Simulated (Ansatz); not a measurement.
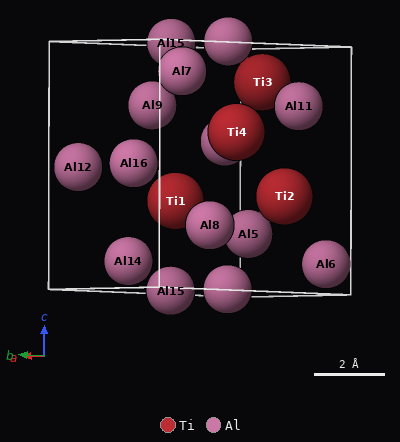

Fig. 1: The structure as given in the input (spheres-only view of the cell of the calculation, seen at an oblique angle; atoms are numbered from 1 in the order of the input). An atom can appear more than once, as a periodic image.

## Density-of-states calculation, with input and output: TiAl3

TiAl3 (P1, 16 atoms in the cell), computed with DFT r2SCAN, scalar-relativistic, plane waves, PAW, no spin polarisation (Ansatz 0.2.0).

The structure was built on a prototype by a generator; it need not be a known phase. It belongs to a series of runs on one base structure; here: atoms packed at random at 1.25 times the crystal's volume, relaxed. Figures and captions count atoms from 1; the log counts them from 0 in places.

**The input**
```yaml
crystal:
  lattice:
    - [5.14295, -0.113236, 0.045984]
    - [-0.033681, 7.095667, -0.01475]
    - [0.121681, -0.008324, 7.091645]
  atoms:
    - { symbol: Ti, position: [0.5855302651, 0.5786093861, 0.3664289786] }
    - { symbol: Ti, position: [0.0751293843, 0.3048099768, 0.3883724123] }
    - { symbol: Ti, position: [0.6593549974, 0.0842595364, 0.8611527471] }
    - { symbol: Ti, position: [0.0746179891, 0.5562576741, 0.6403020083] }
    - { symbol: Al, position: [0.5861165912, 0.1971952955, 0.2449170331] }
    - { symbol: Al, position: [0.107695658, 0.0674073668, 0.1225780349] }
    - { symbol: Al, position: [0.1053134989, 0.8222937484, 0.8775493193] }
    - { symbol: Al, position: [0.0905383376, 0.6846933563, 0.2603738841] }
    - { symbol: Al, position: [0.5854954359, 0.7003237125, 0.7480395177] }
    - { symbol: Al, position: [0.3516995118, 0.439991075, 0.0119445596] }
    - { symbol: Al, position: [0.149245186, 0.18800381, 0.7566871442] }
    - { symbol: Al, position: [0.8475301251, 0.934695879, 0.4942264627] }
    - { symbol: Al, position: [0.5679402011, 0.3321041118, 0.6133309735] }
    - { symbol: Al, position: [0.5744585584, 0.829367304, 0.1158015226] }
    - { symbol: Al, position: [0.8477728666, 0.4510574558, 0.0105217208] }
    - { symbol: Al, position: [0.351424961, 0.9323455745, 0.5050785055] }
basis:
  ecutwfc: 500
kpoints:
  mp_grid: { grid: [7, 5, 5] }
hamiltonian:
  xc: r2scan
scf:
  occupations: { method: gaussian, width: 0.1 }
  n_extra_bands: 8
output:
  forces: true
  stress: true
  eigenvalues: true
  populations: true
  dos:
    method: { smearing: { sigma: 0.1, scheme: gaussian } }
    projected: true
    de: 0.02
  write_density: true
  write_potential: true
  elf: true
  volumetric_format: npy
```

Machine: 2 threads of Intel Xeon @ 2.70GHz, 189 GiB of memory available, shared host.

Launched with:
```bash
ansatz run input.yaml --threads 2 --pin off --max-ram 5120MiB --backend cpu --events-out ev --progress --plain --runs-dir out
```

**What the program printed**
```
scf.n_extra_bands = 8 over 42 filled bands (N_el = 84.0): the run solves 50 bands
Engine: ansatz 0.2.0, x86_64-unknown-linux-gnu
Pseudopotentials: kind: paw
Pseudopotential: Ti, paw, valence charge 12, recommended cutoff 500 eV (meta_gga), Ti.paw.azcp
Pseudopotential: Al, paw, valence charge 3, recommended cutoff 500 eV (meta_gga), Al.paw.azcp
Functional definition: r2SCAN
  parameter k0 = 0.174
  parameter k1 = 0.065
  parameter a1 = 4.9479
  exchange = r2scan_x(k0 = k0, k1 = k1, a1 = a1)
  correlation = r2scan_c
Crystal: 16 atoms, lattice volume = 258.726 Å³
Basis set: ecut = 500 eV, 6577 PW (Γ), exchange–correlation on 160×216×216 points (64 copies of the dense FFT grid, shifted against one another)
Bands: 50, of which v1, the nominal top of the filled ones, is band 42 counted from 1 (41 counted from 0)
Symmetry: 1 space group operations
Space group: P1 (ITA 1), of the structure as read, at distance tolerance 6.4e-5 Å
k-points: 88 of 175 (time reversal used)
Non-local potential: Ti, projectors of the file, l = 0: 3, l = 1: 2, l = 2: 3, l = 3: 1
Non-local potential: Al, projectors of the file, l = 0: 2, l = 1: 2, l = 2: 1
PAW form: soft (Blöchl's): semilocal exchange-correlation on the pseudo side does not see the compensation charge
PAW frozen core: Ti, regenerated for the run's functional (the file was generated under x = pbe(κ = 0.804, μ = 0.2195149727645171), c = pbe(β = 0.06672455060314922))
PAW frozen core: Al, regenerated for the run's functional (the file was generated under x = pbe(κ = 0.804, μ = 0.2195149727645171), c = pbe(β = 0.06672455060314922))
PAW one-centre angular grid: Ti, 590 points (default); XC on 160 Gauss nodes
PAW one-centre angular grid: Al, 302 points (default); XC on 160 Gauss nodes
Initial density: superposition of atomic densities (neutral atoms: chi_scale 0, normalization atom), corrected by the library's trained network
Initial wavefunctions: pseudopotential atomic-orbital guess
Functional: x = r2scan, c = r2scan; τ floored in thin density (d = 2e-4 eV/Å³)
SCF iter   1: F=—  HF=-16505.443036 eV  |F-HF|=—  |Δ(HF+E_count)|=         —  Δρ=1.16e-2  dr2=4.93e-1  dr2_τ=1.15e-1  ethr=1.77e-3  ⟨swp⟩=7.4  Hψ=20968  notcnv=0
preconditioner: auto → Kerker (q_TF=auto, 2.262 Å⁻¹)  [metal: Δε(μ)=0.025 eV  Ē_g=4.795 eV  σ=0.100 eV  W_gap=0.14  n_scr=46 (ndim 8)  ℏωp=16.6 eV  f_vac=0.000  D(μ)=8.37/eV (n_scr^D=62)]
SCF iter   2: F=—  HF=-16505.614443 eV  |F-HF|=—  |Δ(HF+E_count)|=   1.71e-1  Δρ=6.44e-3  dr2=1.68e-1  dr2_τ=1.41e-2  ethr=5.87e-4  ⟨swp⟩=3.0  Hψ=10039  notcnv=0  defer=160
SCF iter   3: F=—  HF=-16505.605906 eV  |F-HF|=—  |Δ(HF+E_count)|=   8.54e-3  Δρ=3.77e-3  dr2=7.34e-2  dr2_τ=1.91e-3  ethr=1.99e-4  ⟨swp⟩=2.0  Hψ=5716  notcnv=0  defer=160
SCF iter   4: F=—  HF=-16505.604858 eV  |F-HF|=—  |Δ(HF+E_count)|=   1.05e-3  Δρ=2.97e-3  dr2=4.25e-2  dr2_τ=1.77e-3  ethr=8.73e-5  ⟨swp⟩=2.0  Hψ=5584  notcnv=0  defer=160
SCF iter   5: F=—  HF=-16505.601877 eV  |F-HF|=—  |Δ(HF+E_count)|=   2.98e-3  Δρ=1.03e-3  dr2=5.00e-3  dr2_τ=3.70e-5  ethr=5.06e-5  ⟨swp⟩=1.4  Hψ=4284  notcnv=0  defer=160
SCF iter   6: F=—  HF=-16505.601498 eV  |F-HF|=—  |Δ(HF+E_count)|=   3.78e-4  Δρ=4.26e-4  dr2=9.55e-4  dr2_τ=3.02e-5  ethr=5.95e-6  ⟨swp⟩=2.0  Hψ=4770  notcnv=0  defer=160
SCF iter   7: F=—  HF=-16505.601433 eV  |F-HF|=—  |Δ(HF+E_count)|=   6.58e-5  Δρ=1.11e-4  dr2=4.22e-5  dr2_τ=3.17e-6  ethr=1.14e-6  ⟨swp⟩=2.0  Hψ=5019  notcnv=0  defer=160
SCF iter   8: F=—  HF=-16505.601489 eV  |F-HF|=—  |Δ(HF+E_count)|=   5.60e-5  Δρ=3.32e-5  dr2=2.55e-6  dr2_τ=1.15e-7  ethr=5.03e-8  ⟨swp⟩=2.5  Hψ=6139  notcnv=0  defer=160
SCF iter   9: F=—  HF=-16505.601489 eV  |F-HF|=—  |Δ(HF+E_count)|=   9.06e-7  Δρ=8.90e-6  dr2=3.15e-7  dr2_τ=5.79e-9  ethr=3.04e-9  ⟨swp⟩=2.0  Hψ=6284  notcnv=0  defer=160
SCF iter  10: F=—  HF=-16505.601490 eV  |F-HF|=—  |Δ(HF+E_count)|=   8.88e-8  Δρ=8.28e-6  dr2=3.89e-7  dr2_τ=1.15e-8  ethr=1.19e-10  ⟨swp⟩=17.1  Hψ=29639  notcnv=0
SCF iter  11: F=-16505.601489 eV  HF=-16505.601489 eV  |F-HF|=1.88e-8  |Δ(HF+E_count)|=   2.34e-8  Δρ=2.20e-6  dr2=2.42e-8  dr2_τ=1.02e-9  ethr=1.19e-10  ⟨swp⟩=6.9  Hψ=25649  notcnv=0
SCF 1 converged in 11 iterations: F = -16505.601489 eV  dr2 = 2.42e-8
  greatest PAW one-centre occupation: 1.001 electrons in one spin orbital (limit 2), on the Ti atom at site 0 (counted from 0), in its partial waves of l = 1
```

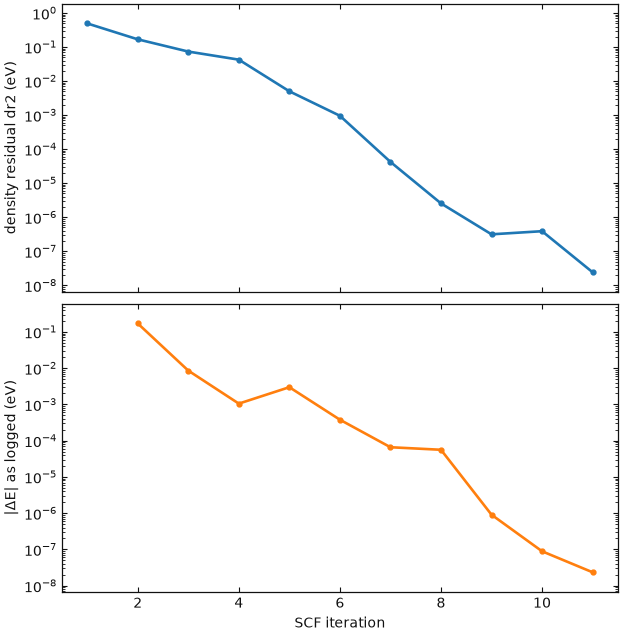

Fig. 2: Convergence of the self-consistent field: density residual dr2 and size of the energy change against the SCF iteration. The residual falls almost steadily, with no more than small rises.

```
SCF converged after 11 iterations
Free energy (F): -16505.601489 eV
Harris-Foulkes:  -16505.601489 eV  (|F-HF|=1.88e-8)
Internal energy: -16505.559901 eV  (E = F + TS)
E sigma→0 (E₀):  -16505.580695 eV
Entropy (-TS):   -0.041588 eV (-2.599 meV/atom)
Fermi energy:    9.467519 eV
--- Per-component energies (eV) ---
  E_band       = -688.567607
  E_kinetic    = 1376.221912
  E_local      = -5254.867836  (includes V_loc(G=0)·N_el)
  E_nonlocal   = 150.425894
  E_hartree    = 2332.219984
  E_xc         = -816.023568
  E_vxc        = -909.775921  (∫ρ·V_xc dr)
  E_paw        = -9908.066826  (= ΣΔE_a)
  E_vpaw       = -766.177711  (= ΣTr[D̂ρ^β])
  E_aug_tail   = 0.000362  (compensation charges beyond the density's cutoff)
  E_vtau       = 51.163775  (kinetic-family band-sum trace: ∫τ·v_τ [+ j·A + Jᵃ·Aᵃ] dr)
  E_ewald      = -4383.734700
  E_core_change = -1.735125  (= ΣΔE_core)
  E_smearing   = -0.041588  (= −TS)
  E_closure    = 0.000000  (closes the sum)
  Σ components = -16505.601489   (vs F -16505.601489, Δ=0.00e0)
--- Forces (eV/Å), atoms counted from 1 ---
  atom   1  Ti     0.08279633    -0.02109104     0.02155371
  atom   2  Ti     0.01383001     0.11973221    -0.01807349
  atom   3  Ti    -0.22560956    -0.14122750     0.14714374
  atom   4  Ti     0.01516880     0.01983850    -0.12232750
  atom   5  Al     0.05817137     0.02437777    -0.07189794
  atom   6  Al    -0.07828634     0.05821815    -0.14037860
  atom   7  Al    -0.07290750     0.13959903    -0.06001920
  atom   8  Al    -0.03988011    -0.19445211     0.19498869
  atom   9  Al     0.06437266     0.07122949    -0.02576123
  atom  10  Al    -0.01023167    -0.04211880     0.05233816
  atom  11  Al    -0.07337245    -0.09576020     0.09383903
  atom  12  Al     0.00589950    -0.02147554     0.12156880
  atom  13  Al     0.14733485     0.10684400    -0.11211314
  atom  14  Al     0.12013761     0.13375724    -0.13774874
  atom  15  Al     0.00017715    -0.12525902     0.01512258
  atom  16  Al    -0.00760468    -0.03220992     0.04181026
  max |Σ_I F_I| component: 4.51e-5 eV/Å
--- Stress (GPa, compression-positive) ---
       -0.948041      -0.189405       0.230148
       -0.189405       0.901913       0.383809
        0.230148       0.383809       0.925369
  P = ⅓ Tr σ = 0.2931 GPa (2.931 kbar)
--- Band table (eV; the first three rows and the last of 88) ---
  k-point 0: bands = ["-49.5333", "-49.4502", "-49.4336", "-49.3547", "-24.9650", "-24.8507", "-24.7767", "-24.7525", "-24.7463", "-24.7150", "-24.6518", "-24.6240", "-24.6195", "-24.6109", "-24.5280", "-24.3442", "-1.3958", "1.1221", "1.6545", "1.7590", "2.3762", "3.6419", "4.0630", "4.6547", "4.7549", "5.2220", "5.7031", "5.9299", "6.4658", "6.5687", "7.0673", "7.3040", "7.4696", "7.4710", "7.8429", "7.9917", "8.2386", "8.4057", "8.6065", "8.7705", "9.1293", "9.1382", "9.5355", "9.7097", "10.1763", "10.2950", "10.3195", "10.8769", "10.9854", "11.1652"]
  k-point 1: bands = ["-49.5333", "-49.4502", "-49.4336", "-49.3547", "-24.9650", "-24.8507", "-24.7766", "-24.7525", "-24.7463", "-24.7150", "-24.6518", "-24.6240", "-24.6194", "-24.6110", "-24.5280", "-24.3442", "-1.2760", "0.5347", "1.7129", "1.9333", "3.0181", "3.3151", "3.8120", "4.6340", "4.7086", "5.6301", "5.7431", "6.1009", "6.3626", "6.5658", "6.9166", "7.3596", "7.4400", "7.7053", "7.7439", "7.8624", "8.2188", "8.3890", "8.5790", "8.7484", "8.9623", "9.1306", "9.6327", "9.7384", "10.0786", "10.3759", "10.4962", "10.8875", "10.9256", "11.1777"]
  k-point 2: bands = ["-49.5333", "-49.4502", "-49.4336", "-49.3547", "-24.9650", "-24.8508", "-24.7765", "-24.7524", "-24.7463", "-24.7151", "-24.6518", "-24.6241", "-24.6193", "-24.6111", "-24.5281", "-24.3443", "-0.9461", "-0.2012", "1.9560", "2.1689", "2.7302", "3.2237", "4.2505", "4.8075", "4.8887", "5.1834", "5.6308", "6.1772", "6.5719", "6.6918", "7.0290", "7.3025", "7.4142", "7.6163", "7.8043", "7.9258", "8.1455", "8.3665", "8.5414", "8.5828", "8.8874", "9.0897", "9.4429", "9.8332", "10.0505", "10.4570", "10.6041", "10.7423", "11.0836", "11.2977"]
  k-point 87: bands = ["-49.5329", "-49.4502", "-49.4336", "-49.3551", "-24.9656", "-24.8562", "-24.7741", "-24.7531", "-24.7435", "-24.7150", "-24.6761", "-24.6194", "-24.6025", "-24.5998", "-24.5373", "-24.3444", "-0.1260", "0.7575", "1.3878", "2.0364", "2.3382", "2.9047", "3.5946", "3.8506", "4.3332", "4.6047", "4.9448", "5.6314", "5.9107", "6.2647", "6.6187", "7.0354", "7.8736", "8.1053", "8.1950", "8.4170", "8.8496", "9.0441", "9.0831", "9.2133", "9.3709", "9.5500", "9.7199", "9.7809", "10.2560", "10.4760", "10.5789", "10.6487", "11.1946", "11.2174"]
--- Löwdin populations: 16 sites ---
  site symbol       q [e]
     0     Ti     11.4858
     1     Ti     11.4600
     2     Ti     11.4271
     3     Ti     11.4601
     4     Al      3.1893
     5     Al      3.0080
     6     Al      3.0075
     7     Al      3.2047
     8     Al      3.1885
     9     Al      3.0740
    10     Al      3.2062
    11     Al      3.1171
    12     Al      3.1803
    13     Al      3.0318
    14     Al      3.1178
    15     Al      3.0737
  spilling = 0.009143 (of n_electrons = 84.000000)
```

**File populations.tsv**
```
# site	symbol	l	j	q
# orbitals = lowdin
# n_electrons = 84.000000
# spilling = 0.009143
0	Ti	0_3S	-	1.845369
0	Ti	0_4S	-	0.514593
0	Ti	1_3P	-	5.983673
0	Ti	2_3D	-	3.142206
1	Ti	0_3S	-	1.861194
1	Ti	0_4S	-	0.546338
1	Ti	1_3P	-	5.982681
1	Ti	2_3D	-	3.069742
2	Ti	0_3S	-	1.851616
2	Ti	0_4S	-	0.494671
2	Ti	1_3P	-	5.982654
2	Ti	2_3D	-	3.098136
3	Ti	0_3S	-	1.861201
3	Ti	0_4S	-	0.546144
3	Ti	1_3P	-	5.982716
3	Ti	2_3D	-	3.070057
4	Al	0_3S	-	0.864661
4	Al	1_3P	-	2.324606
5	Al	0_3S	-	0.857827
5	Al	1_3P	-	2.150206
6	Al	0_3S	-	0.857876
6	Al	1_3P	-	2.149664
7	Al	0_3S	-	0.881533
7	Al	1_3P	-	2.323119
8	Al	0_3S	-	0.863733
8	Al	1_3P	-	2.324731
9	Al	0_3S	-	0.810386
9	Al	1_3P	-	2.263653
10	Al	0_3S	-	0.870218
10	Al	1_3P	-	2.336006
11	Al	0_3S	-	0.835509
11	Al	1_3P	-	2.281638
12	Al	0_3S	-	0.911634
12	Al	1_3P	-	2.268706
13	Al	0_3S	-	0.940753
13	Al	1_3P	-	2.091078
14	Al	0_3S	-	0.835484
14	Al	1_3P	-	2.282299
15	Al	0_3S	-	0.810052
15	Al	1_3P	-	2.263663
```

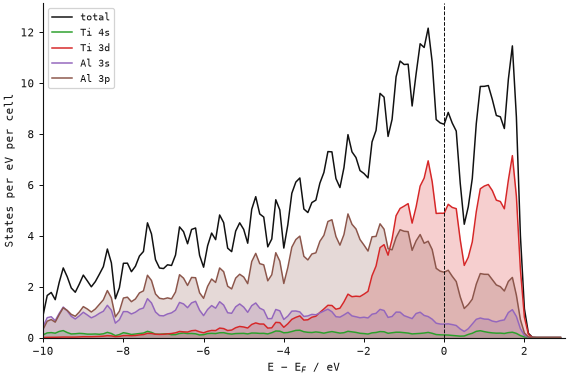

Fig. 3: Density of states (projected on Löwdin-orthogonalised atomic shells), with energies from the Fermi level. There are states at the Fermi level: a metal at this level of theory.

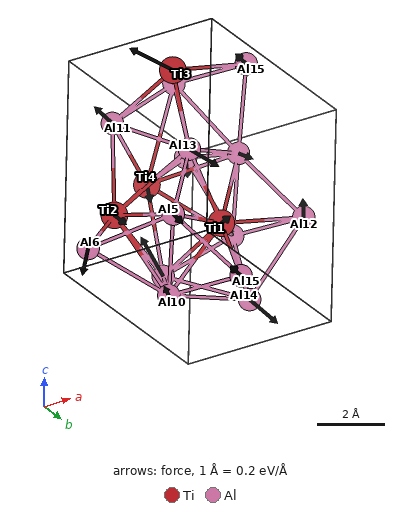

Fig. 4: Forces on the atoms as black arrows (ball-and-stick view of the cell of the calculation, seen at an oblique angle; atoms are numbered from 1 in the order of the input). The largest act on Ti3 (0.30 eV/Å); Al8 (0.28 eV/Å); Al14 (0.23 eV/Å); Al13 (0.21 eV/Å), among others. The geometry is not a stationary point of this energy.

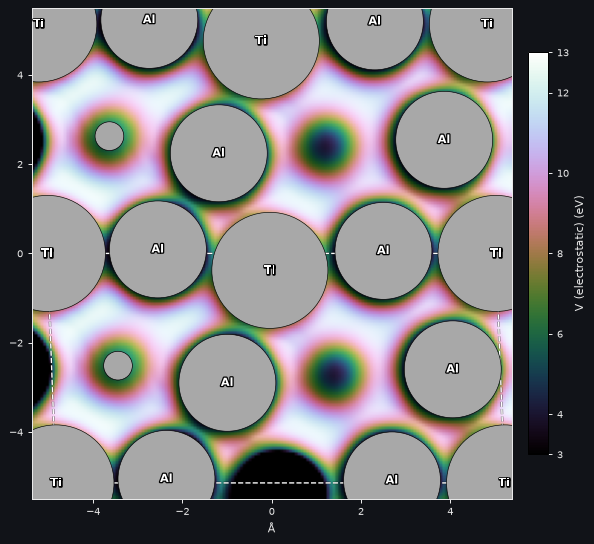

Fig. 5: Electrostatic potential (local pseudopotential plus Hartree) felt by an electron on the (010) plane of the conventional cell. Grey discs, where drawn, cover atomic cores. The section cuts through Ti and Al sites. Outside the cores the potential energy rises away from the atoms and is highest about 1.8 Å from the nearest atoms; outside the discs it spans about 9 eV, and its zero is arbitrary. In a PAW calculation such maps are meaningful between the atoms, not at the nuclei.

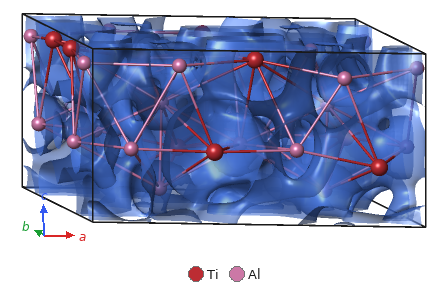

Fig. 6: Isosurface of the electron localisation function at 0.55 (blue), seen slightly off an axis. Core shells and regions of very low density are left out. Sticks mark near contacts. The outline is the cell set on symmetry axes. Along the contacts the grid gives the following. Ti–Al (2.48 Å): the ELF is about 0.30 at the midpoint (no localised pair between them).

**Summary**

| quantity | value |
| --- | --- |
| outcome | converged |
| space group (tolerance 0.01 Å) | P1 (1) |
| electrons treated | 84 |
| free energy | −16505.6015 eV |
| Fermi energy | 9.468 eV |
| gap on the k-point mesh | none (metallic) |
| pressure | 0.29 GPa |
| largest force (length of the vector) | 0.304 eV/Å |
| wall time | 2.6 min (CPU time 5.2 min) |
| peak memory | 1.5 GiB |
